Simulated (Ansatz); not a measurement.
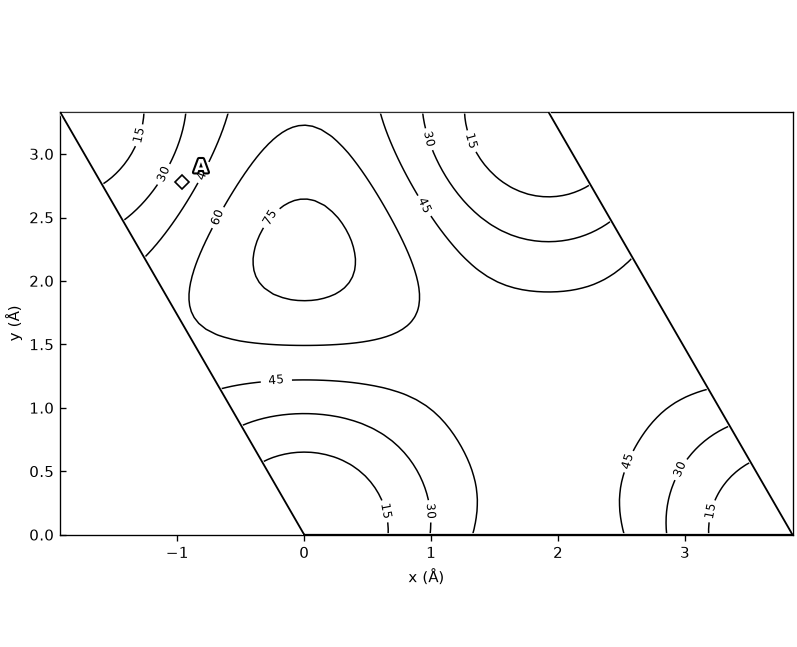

A bilayer of two Si sheets of the honeycomb type (4 atoms in the cell). The upper layer of a bilayer is slid over the lower one; relaxed at each slide: nothing; the origin of the map has Si4 above Si1; the distance between the facing planes is held at 4.00 Å. Places are given modulo a cell vector. The map is drawn in real space over the plane of the slide. The grid has 6 × 6 points; 10 points were computed and 26 follow by symmetry. Energies are in mJ/m², from the lowest grid point. At a held distance the lowest stacking need not be the one that binds best once the distance relaxes. Level of theory: DFT PBE+D3(BJ), scalar-relativistic, plane waves, PAW (Ansatz 0.2.0). Settings: cutoff 420 eV, k-mesh 9×9×1, gaussian smearing 0.1 eV, no spin polarisation.

The picture shows contour lines labelled in mJ/m², the outline of one cell of the plane, the point A. Between grid points the surface is interpolated.

Which way does the force act at A, and how strong is it?

A, at (1/6, 5/6) of the cell vectors, is not a stationary point. The computed force is 0.046 eV/Å in the plane, pointing up and left in the picture (components −0.040 and 0.023 eV/Å, for the cell of 12.82 Å², or 57 mJ/m² for each Å).

PAW datasets: the set soft_1.
